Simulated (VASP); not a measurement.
## Dielectric calculation of AlN

System: AlN (P6₃mc, 4 atoms in the cell).
Method: Kohn-Sham DFT of a periodic cell, PBE, VASP PAW PBE potentials, recommended, no spin polarisation (VASP 6.6.1).

The structure derives from an entry of the Crystallography Open Database. It belongs to a series of runs on one base structure; here: grid = ENCUT=340 k=4x4x2 EDIFF=1e-08 PREC=Accurate LREAL=False SIGMA=0.01.

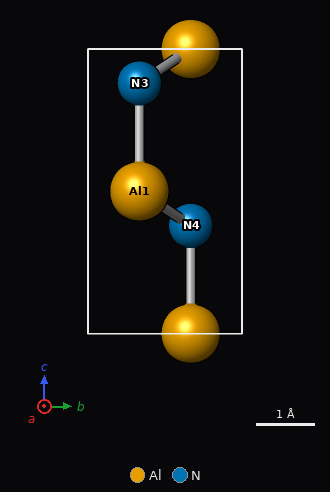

**Figure 1.** The structure (ball-and-stick view of the cell of the calculation, along the a axis; atoms are numbered from 1 in the order of the input). Near neighbours in the crystal (not all of them lie inside the picture): Al has 4 N at 1.89 Å; N has 4 Al at 1.89 Å.

Summary:

| quantity | value |
| --- | --- |
| outcome | converged |
| space group (tolerance 0.01 Å) | P6₃mc (186) |
| electrons treated | 16 |
| Fermi energy of the self-consistent step | 6.257 eV |
| gap on the k-point mesh | 4.19 eV |
| ε∞ (xx, yy, zz) | 4.88, 4.88, 4.74 |
| hardware | 1 thread of AMD EPYC (Zen 3), 64 GiB of memory available, shared host |
| wall time | 26 s |
| peak memory | 0.1 GiB |

Settings chosen away from the usual ones: grid = ENCUT=340 k=4x4x2 EDIFF=1e-08 PREC=Accurate LREAL=False SIGMA=0.01. The settings depart from the standard set-up of this series, which can bear on the numbers.

INCAR:
```
PREC = Accurate
ENCUT = 340
EDIFF = 1E-8
ISMEAR = 0
SIGMA = 0.01
LREAL = False
LASPH = True
NELM = 100
ALGO = Normal
ISIF = 2
LWAVE = False
LCHARG = False
GGA = PE
LEPSILON = True
```

KPOINTS:
```
regular mesh
0
Gamma
  4 4 2
```

POSCAR:
```
AlN
1.0
    3.1130000000      0.0000000000      0.0000000000
   -1.5565000000      2.6959370820      0.0000000000
    0.0000000000      0.0000000000      4.9810000000
Al N
2 2
Direct
    0.6666666667      0.3333333333      0.5000000000
    0.3333333333      0.6666666667      0.0000000000
    0.6666666667      0.3333333333      0.8800000000
    0.3333333333      0.6666666667      0.3800000000
```

Launched with:
```bash
cat potpaw_PBE.64/Al/POTCAR potpaw_PBE.64/N/POTCAR > POTCAR
mpirun -np 1 vasp_std > vasp.out
```

OSZICAR:
```
N       E                     dE             d eps       ncg     rms          rms(c)
DAV:   1     0.303625761515E+02    0.30363E+02   -0.59671E+03   200   0.842E+02
DAV:   2    -0.316022378935E+02   -0.61965E+02   -0.56656E+02   280   0.177E+02
DAV:   3    -0.342219969347E+02   -0.26198E+01   -0.26133E+01   252   0.382E+01
DAV:   4    -0.342384175825E+02   -0.16421E-01   -0.16419E-01   212   0.372E+00
DAV:   5    -0.342386331602E+02   -0.21558E-03   -0.21557E-03   248   0.421E-01    0.118E+01
DAV:   6    -0.297138935589E+02    0.45247E+01   -0.16096E+01   220   0.293E+01    0.448E+00
DAV:   7    -0.297052918974E+02    0.86017E-02   -0.47871E-01   212   0.539E+00    0.310E+00
DAV:   8    -0.296993069990E+02    0.59849E-02   -0.61069E-02   196   0.263E+00    0.558E-01
DAV:   9    -0.296955860431E+02    0.37210E-02   -0.13372E-02   224   0.855E-01    0.249E-01
DAV:  10    -0.296960852510E+02   -0.49921E-03   -0.20642E-03   212   0.338E-01    0.117E-01
[... 80 further cycles ...]
RMM:   2    -0.445649264358E+00   -0.87956E-02   -0.57013E-03   323   0.373E-01    0.982E-01
RMM:   3    -0.441720360279E+00    0.39289E-02   -0.69139E-03   305   0.610E-01    0.601E-01
RMM:   4    -0.469135723962E+00   -0.27415E-01   -0.10567E-02   303   0.768E-01    0.848E-02
RMM:   5    -0.472903641658E+00   -0.37679E-02   -0.18283E-04   314   0.113E-01    0.225E-02
RMM:   6    -0.473755998154E+00   -0.85236E-03   -0.22361E-05   326   0.375E-02    0.700E-03
RMM:   7    -0.473970816201E+00   -0.21482E-03   -0.12862E-06   337   0.966E-03    0.223E-03
RMM:   8    -0.474064272542E+00   -0.93456E-04   -0.17100E-07   330   0.379E-03    0.278E-04
RMM:   9    -0.474064135792E+00    0.13675E-06    0.56478E-08   341   0.579E-04    0.719E-05
RMM:  10    -0.474063897548E+00    0.23824E-06    0.20533E-07   285   0.155E-04    0.195E-05
RMM:  11    -0.474063797067E+00    0.10048E-06   -0.29291E-11   135   0.466E-05    0.325E-06
```

Parts of OUTCAR:
```
PREC = Accurate
   ENCUT = 340
   EDIFF = 1E-8
   ISMEAR = 0
   LREAL = False
   LASPH = True
   NELM = 100
   ISIF = 2
   GGA = PE
   LEPSILON = True

 Found      8 irreducible k-points:

 Following reciprocal coordinates:
            Coordinates               Weight
  0.000000  0.000000  0.000000      1.000000
  0.250000  0.000000  0.000000      6.000000
  0.500000  0.000000  0.000000      3.000000
  0.250000  0.250000  0.000000      6.000000
  0.000000  0.000000  0.500000      1.000000
  0.250000  0.000000  0.500000      6.000000
   k-points           NKPTS =      8   k-points in BZ     NKDIM =      8   number of bands    NBANDS=     12
   number of dos      NEDOS =    301   number of ions     NIONS =      4
   total plane-waves  NPLWV =  12000
   dimension x,y,z NGX =    20 NGY =   20 NGZ =   30
   dimension x,y,z NGXF=    40 NGYF=   40 NGZF=   60
   ions per type =               2   2
   NGX,Y,Z   is equivalent  to a cutoff of  10.68, 10.68, 10.01 a.u.
   NGXF,Y,Z  is equivalent  to a cutoff of  21.36, 21.36, 20.03 a.u.
 SYSTEM =  unknown system
   PREC   = accura    normal or accurate (medium, high low for compatibility)
   ISTART =      0    job   : 0-new  1-cont  2-samecut
   ICHARG =      2    charge: 1-file 2-atom 10-const
   ISPIN  =      1    spin polarized calculation?
   LNONCOLLINEAR =      F non collinear calculations
   LSORBIT =      F    spin-orbit coupling
   LASPH  =      T    aspherical Exc in radial PAW
   ENCUT  =  340.0 eV  24.99 Ry    5.00 a.u.   4.68  4.68  7.49*2*pi/ulx,y,z
   NELM   =    100;   NELMIN=  2; NELMDL= -5     # of ELM steps
   EDIFF  = 0.1E-07   stopping-criterion for ELM
   LREAL  =      F    real-space projection
   EDIFFG = 0.1E-06   stopping-criterion for IOM
   NSW    =      0    number of steps for IOM
   IBRION =     -1    ionic relax: 0-MD 1-quasi-New 2-CG
   NFREE  =      0    steps in history (QN), initial steepest desc. (CG)
   ISIF   =      2    stress and relaxation
   ISYM   =      2    0-nonsym 1-usesym 2-fastsym
   POTIM  = 0.5000    time-step for ionic-motion
   TEBEG  =    0.0;   TEEND  =   0.0 temperature during run
   PSTRESS=    0.0 pullay stress
   NELECT =      16.0000    total number of electrons
   NUPDOWN=      -1.0000    fix difference up-down
   EMIN   =  10.00;   EMAX   =-10.00  energy-range for DOS
   EFERMI =   0.00;   METHOD = LEGACY
   ISMEAR =     0;   SIGMA  =   0.01  broadening in eV -4-tet -1-fermi 0-gaus
   EFERMI_NEDOS =   21; number of points for ismear=-14 and -15
   IALGO  =     38    algorithm
   IMIX   =      4    mixing-type and parameters
     AMIX     =   0.40;   BMIX     =  1.00
     AMIX_MAG =   1.60;   BMIX_MAG =  1.00
  volume/ion in A,a.u.               =      10.45        70.52
  Fermi-wavevector in a.u.,A,eV,Ry     =   1.188629  2.246183 19.222843  1.412839
  Thomas-Fermi vector in A             =   2.324754
   LORBIT       =      0    0 simple, 1 ext, 2 COOP (PROOUT), +10 PAW based schemes
   GGA     = PE    functional components
   LHFCALC =     F    Hartree Fock is set to
   AEXX    =    0.0000 exact exchange contribution
   IVDW    =     0    specifies the selected vdW correction
   LEPSILON=     T    determine dielectric tensor
   LRPA    =     F    only Hartree local field effects (RPA)
 non-spin polarized calculation
 Gauss-broadening in eV      SIGMA  =   0.01
  energy-cutoff  :      340.00
  volume of cell :       41.80
 maximum number of plane-waves:       603
 NGX is ok and might be reduce to    20
   NGX =  9   NGY =  9   NGZ = 15

--------------------------------------- Ionic step        1  -------------------------------------------

 number of electron      16.0000001 magnetization

 E-fermi :   6.2568     XC(G=0): -10.9055     alpha+bet :-15.9006

 val. band max:        6.1375341521   @ k =   0.0000   0.0000   0.0000
 cond. band min:      10.3275267472   @ k =   0.0000   0.0000   0.0000
 fundamental gap:      4.1899925951
 Fermi energy:         6.2568404673

 k-point     1 :       0.0000    0.0000    0.0000
  band No.  band energies     occupation
      1      -9.0629      2.00000
      2      -6.9240      2.00000
      3       0.1593      2.00000
      4       5.3062      2.00000
      5       5.3062      2.00000
      6       5.9591      2.00000
      7       5.9591      2.00000
      8       6.1375      2.00000
      9      10.3275      0.00000
     10      12.7856      0.00000
     11      16.8311      0.00000
     12      17.2993      0.00000

 k-point     2 :       0.2500    0.0000    0.0000
  band No.  band energies     occupation
      1      -8.3184      2.00000
      2      -6.5594      2.00000
      3       1.0722      2.00000
      4       2.7067      2.00000
      5       3.7012      2.00000
      6       4.5961      2.00000
      7       5.6971      2.00000
      8       5.7701      2.00000
      9      12.3441      0.00000
     10      13.7529      0.00000
     11      14.2599      0.00000
     12      16.2099      0.00000

 k-point     3 :       0.5000    0.0000    0.0000
  band No.  band energies     occupation
      1      -7.1099      2.00000
      2      -6.4186      2.00000
      3       0.7146      2.00000
      4       2.0025      2.00000
      5       2.8003      2.00000
      6       4.0737      2.00000
      7       4.3787      2.00000
      8       5.4922      2.00000
      9      11.9625      0.00000
     10      11.9712      0.00000
     11      14.3380      0.00000
     12      16.5116      0.00000

 k-point     4 :       0.2500    0.2500    0.0000
  band No.  band energies     occupation
      1      -7.2043      2.00000
      2      -6.3384      2.00000
      3       1.5564      2.00000
      4       2.0831      2.00000
      5       2.6178      2.00000
      6       3.3129      2.00000
      7       4.3777      2.00000
      8       4.7037      2.00000
      9      11.8802      0.00000
     10      14.0348      0.00000
     11      15.1028      0.00000
     12      15.9907      0.00000

 k-point     5 :       0.0000    0.0000    0.5000
  band No.  band energies     occupation
      1      -8.1776      2.00000
      2      -8.1776      2.00000
      3       2.8088      2.00000
      4       2.8088      2.00000
      5       5.6336      2.00000
      6       5.6336      2.00000
      7       5.6336      2.00000
      8       5.6336      2.00000
      9      12.5972      0.00000
     10      12.5972      0.00000
     11      16.4991      0.00000
     12      16.4991      0.00000

 k-point     6 :       0.2500    0.0000    0.5000
  band No.  band energies     occupation
      1      -7.5522      2.00000
      2      -7.5522      2.00000
      3       2.1291      2.00000
      4       2.1291      2.00000
      5       4.5662      2.00000
      6       4.5662      2.00000
      7       5.1278      2.00000
      8       5.1278      2.00000
      9      12.6823      0.00000
     10      12.6823      0.00000
     11      15.6713      0.00000
     12      15.6713      0.00000

 [... further k-points ...]

  FORCE on cell =-STRESS in cart. coord.  units (eV):
  Direction    XX          YY          ZZ          XY          YZ          ZX
  --------------------------------------------------------------------------------------
  -------------------------------------------------------------------------------------
  Total       -2.1297532     -2.1297532     -1.8191782      0.0000000     -0.0000000     -0.0000000
  in kB      -81.6271150    -81.6271150    -69.7236982      0.0000000     -0.0000000     -0.0000000
  external PRESSURE =     -77.6593094 kB  Pullay stress =       0.0000000 kB

 VOLUME and BASIS-vectors are now :
 -----------------------------------------------------------------------------
  energy-cutoff  :      340.00
  volume of cell :       41.80
      direct lattice vectors                 reciprocal lattice vectors
     3.113000000  0.000000000  0.000000000     0.321233537  0.185464269  0.000000000
    -1.556500000  2.695937082  0.000000000     0.000000000  0.370928538  0.000000000
     0.000000000  0.000000000  4.981000000     0.000000000  0.000000000  0.200762899

 POSITION                                       TOTAL-FORCE (eV/Angst)
 -----------------------------------------------------------------------------------
      1.55650      0.89865      2.49050        -0.000000     -0.000000     -0.156581
     -0.00000      1.79729      0.00000         0.000000      0.000000     -0.156581
      1.55650      0.89865      4.38328        -0.000000      0.000000      0.156581
     -0.00000      1.79729      1.89278         0.000000     -0.000000      0.156581
 -----------------------------------------------------------------------------------
    total drift:                               -0.000000     -0.000000      0.000690

  FREE ENERGIE OF THE ION-ELECTRON SYSTEM (eV)
  ---------------------------------------------------
  free  energy   TOTEN  =       -29.6960318079 eV

  energy  without entropy=      -29.6960318079  energy(sigma->0) =      -29.69603181

 HEAD OF MICROSCOPIC STATIC DIELECTRIC TENSOR (INDEPENDENT PARTICLE, excluding Hartree and local field effects)
 ------------------------------------------------------
           5.021963     0.000000     0.000000
           0.000000     5.021963     0.000000
          -0.000000    -0.000000     4.859342
 ------------------------------------------------------

 Free energy of the ion-electron system (eV)
  ---------------------------------------------------
  ---------------------------------------------------
  free energy    TOTEN  =        -0.49328256 eV

  energy without entropy =       -0.49328256

------------------------ aborting loop because EDIFF is reached ----------------------------------------

--------------------------------------- Ionic step        2  -------------------------------------------

------------------------ aborting loop because EDIFF is reached ----------------------------------------

--------------------------------------- Ionic step        3  -------------------------------------------

 Free energy of the ion-electron system (eV)
  ---------------------------------------------------
  ---------------------------------------------------
  free energy    TOTEN  =        -0.47406380 eV

  energy without entropy =       -0.47406380

------------------------ aborting loop because EDIFF is reached ----------------------------------------

 PIEZOELECTRIC TENSOR FIELD DIRECTION 3  (e Angst)
 -----------------------------------------------------------------------------
     0.66273  0.00000  0.00000           (  0.00428  0.00000  0.00000)
     0.00000  0.66273 -0.00000           (  0.00000  0.00428  0.00000)
     0.00000  0.00000 -0.99225           (  0.00000  0.00000 -0.00108)

 PIEZOELECTRIC TENSOR FIELD DIRECTION 3  (C/m^2)
 -----------------------------------------------------------------------------
     0.25401  0.00000  0.00000
     0.00000  0.25401 -0.00000
     0.00000  0.00000 -0.38030

 MACROSCOPIC STATIC DIELECTRIC TENSOR (including local field effects in DFT)
 ------------------------------------------------------
           4.883240     0.000000     0.000000
           0.000000     4.883240    -0.000000
           0.000000    -0.000000     4.740327
 ------------------------------------------------------

 PIEZOELECTRIC TENSOR (including local field effects)  for field in x, y, z        (e  Angst)
          XX          YY          ZZ          XY          YZ          ZX
  --------------------------------------------------------------------------------
  x     0.00000    -0.00000     0.00000     0.00000     0.00000     0.88275
  y     0.00000     0.00000     0.00000     0.00000     0.88275     0.00000
  z     0.66273     0.66273    -0.99225     0.00000     0.00000     0.00000

 PIEZOELECTRIC TENSOR (including local field effects)  for field in x, y, z        (C/m^2)
          XX          YY          ZZ          XY          YZ          ZX
  --------------------------------------------------------------------------------
  x     0.00000    -0.00000     0.00000     0.00000     0.00000     0.33833
  y     0.00000     0.00000     0.00000     0.00000     0.33833     0.00000
  z     0.25401     0.25401    -0.38030     0.00000     0.00000     0.00000

 BORN EFFECTIVE CHARGES (including local field effects) (in |e|, cummulative output)
 ---------------------------------------------------------------------------------
 ion    1
    1     2.56623     0.00000     0.00000
    2     0.00000     2.56623     0.00000
    3     0.00000     0.00000     2.64962
 ion    2
    1     2.56623     0.00000     0.00000
    2    -0.00000     2.56623     0.00000
    3    -0.00000     0.00000     2.64962
 ion    3
    1    -2.56623    -0.00000     0.00000
    2     0.00000    -2.56623     0.00000
    3    -0.00000     0.00000    -2.64962
 ion    4
    1    -2.56623     0.00000     0.00000
    2     0.00000    -2.56623     0.00000
    3     0.00000    -0.00000    -2.64962
```

CONTCAR:
```
AlN
   1.00000000000000
     3.1130000000000000    0.0000000000000000    0.0000000000000000
    -1.5565000000000000    2.6959370819999999    0.0000000000000000
     0.0000000000000000    0.0000000000000000    4.9809999999999999
  Al              N
     2     2
Direct
     0.6666666667000030    0.3333333332999970    0.5000000000000000
     0.3333333332999970    0.6666666667000030    0.0000000000000000
     0.6666666667000030    0.3333333332999970    0.8800000000000026
     0.3333333332999970    0.6666666667000030    0.3800000000000026

  0.00000000E+00  0.00000000E+00  0.00000000E+00
  0.00000000E+00  0.00000000E+00  0.00000000E+00
  0.00000000E+00  0.00000000E+00  0.00000000E+00
  0.00000000E+00  0.00000000E+00  0.00000000E+00
```
